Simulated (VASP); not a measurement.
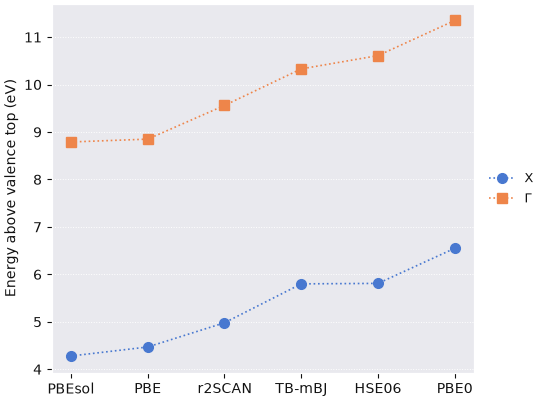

Lowest conduction level at each named k point, counted from the valence-band top at Γ, by several methods on one cell of zincblende BN, space group F-43m (No. 216), 2 atoms in the primitive cell; cubic a = 3.606 Å. All runs are without spin-orbit coupling and carry no moments.

Q: Does PBE0 shift these levels rigidly from PBE?

A: The shifts are +2.08 eV at X and +2.50 eV at Γ, and at points that aren't plotted +2.48 eV (L): over the named points that both runs hold, a spread of 0.42 eV on a mean of 2.35 eV, so one shift describes them only roughly.

Q: How do the methods rank at X?

A: From low to high: PBEsol 4.28, PBE 4.47, r2SCAN 4.98, TB-mBJ 5.80, HSE06 5.81, PBE0 6.55 eV. Too close to rank are TB-mBJ against HSE06 (different meshes).

Q: Do the methods agree on which of these conduction levels is lowest?

A: Yes: all put it at X.

```
method  program  X (eV)  Γ (eV)
PBEsol     VASP    4.28    8.79
   PBE     VASP    4.47    8.85
r2SCAN     VASP    4.98    9.56
TB-mBJ     VASP    5.80   10.33
 HSE06     VASP    5.81   10.61
  PBE0     VASP    6.55   11.35
```

Settings. PBEsol: VASP PAW PBE potentials, release 64 (B, N), 14×14×14 k mesh, 600 eV cutoff, Gaussian smearing of 0.03 eV (VASP). PBE: PBE with D3(BJ) dispersion, VASP PAW PBE potentials, release 64 (B, N), 14×14×14 k mesh, 600 eV cutoff, Gaussian smearing of 0.03 eV (VASP). r2SCAN: VASP PAW PBE potentials, release 64 (B, N), 14×14×14 k mesh, 520 eV cutoff, Gaussian smearing of 0.03 eV (VASP 6.6.1). TB-mBJ: VASP PAW PBE potentials, release 64 (B, N), 14×14×14 k mesh, 520 eV cutoff, Gaussian smearing of 0.03 eV (VASP). HSE06: VASP PAW PBE potentials, release 64 (B, N), 8×8×8 k mesh, 520 eV cutoff, Gaussian smearing of 0.03 eV (VASP). PBE0: VASP PAW PBE potentials, release 64 (B, N), 8×8×8 k mesh, 520 eV cutoff, Gaussian smearing of 0.03 eV (VASP 6.6.1).

These are six of the 8 methods that were run on this cell. PBEsol, r2SCAN, TB-mBJ, HSE06 and PBE0: the PAW data sets were made with another functional. The usual form of BN is layered hexagonal. The cell was derived from a database entry in an earlier step, so it needn't be the measured one. LDA, GGA and most meta-GGA functionals understate gaps. The usual form of BN is layered hexagonal. TB-mBJ: this is a model potential built to give gaps, with no total energy.
